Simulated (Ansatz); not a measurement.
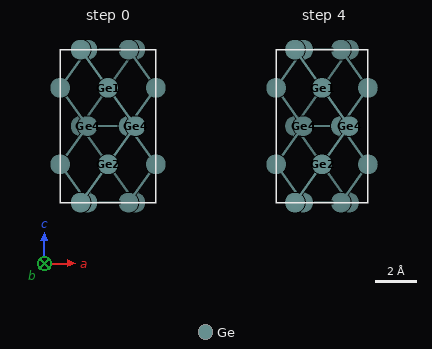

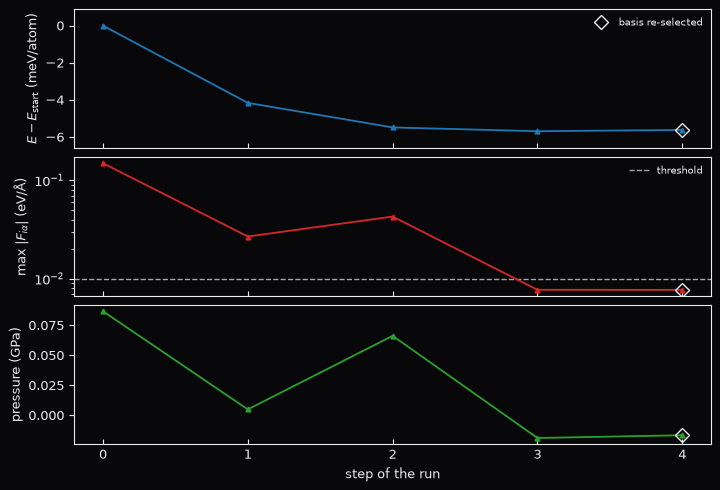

First and last geometry of a relaxation of crystalline Ge (a generated structure, set up in Cccm), with the history of the run. Style: ball-and-stick. Shown: the conventional cell (2 times the calculation's cell), along the b axis. Lengths and directions refer to the drawn axes.

Computed with Ansatz 0.2.0, DFT PBE, scalar-relativistic, plane waves, PAW.

Input
```yaml
crystal:
  lattice:
    - [2.3497182811, -4.4741178938, 0.0]
    - [2.3497182811, 4.4741178938, 0.0]
    - [0.0, 0.0, 7.507769728]
  atoms:
    - { symbol: Ge, position: [0.5, 0.5, 0.75] }
    - { symbol: Ge, position: [0.5, 0.5, 0.25] }
    - { symbol: Ge, position: [0.3214216477, 0.1074767819, 0.5] }
    - { symbol: Ge, position: [0.6785783523, 0.8925232181, 0.5] }
    - { symbol: Ge, position: [0.1074767819, 0.3214216477, 0.0] }
    - { symbol: Ge, position: [0.8925232181, 0.6785783523, 0.0] }
basis:
  ecutwfc: 420
kpoints:
  mp_grid: { grid: [10, 10, 6] }
hamiltonian:
  xc: pbe
scf:
  occupations: { method: gaussian, width: 0.1 }
output:
  forces: true
  stress: true
  eigenvalues: true
relax:
  adjacent_minimum: "off"
  f_tol: 0.01
  max_steps: 80
  cell: { stress_tol: 0.05 }
```

Run as
```bash
ansatz run input.yaml --threads 1 --pin off --max-ram 2560MiB --backend cpu --events-out ev --progress --plain --runs-dir out
```

> What do the curves and the structures tell?

It converged. The largest moves relative to the cell, 0.044 Å, are those of Ge3, Ge4, Ge5 and Ge6. Ge3 goes roughly along [−3 −1 0]. Cell: a 4.699 → 4.505 Å (−4.1 %), b 8.948 → 9.158 Å (+2.3 %), c 7.508 → 7.504 Å (0.0 %). Volume −1.9 %. Among the contacts that change: Ge3–Ge4 2.780 → 2.725 Å, Ge3–Ge4 (another image) 2.581 → 2.612 Å, Ge1–Ge3 2.498 → 2.505 Å. Bond angles that change, for instance: Ge4–Ge3–Ge4 141.0° → 145.9°, Ge1–Ge3–Ge4 97.2° → 93.9°. The space group stays Cccm (No. 66). After 3 accepted moves (4 points after the start) the energy has fallen by 5.6 meV per atom. Largest force component: 0.15 eV/Å at the start, 0.0077 eV/Å at the end. Pressure: 0.09 GPa at the start and −0.02 GPa at the end. The SCF was repeated once at an unchanged geometry on a basis and grid sized afresh for the cell, which shifted the energy by 0.1 meV per atom at most. The run took 3.3 min on 1 thread of Intel(R) Xeon(R) Platinum 8488C (Sapphire Rapids), with other jobs on the host, peak memory 0.91 GiB.

```csv
step,"E − E(0), meV/atom","largest force component, eV/Å","pressure, GPa","volume, Å³/atom",note
0,0.00,0.1496,0.09,26.310,
1,-4.16,0.0269,0.00,25.929,
2,-5.49,0.0429,0.07,25.651,
3,-5.69,0.0077,-0.02,25.797,
4,-5.62,0.0077,-0.02,25.797,"same geometry, new basis"
```
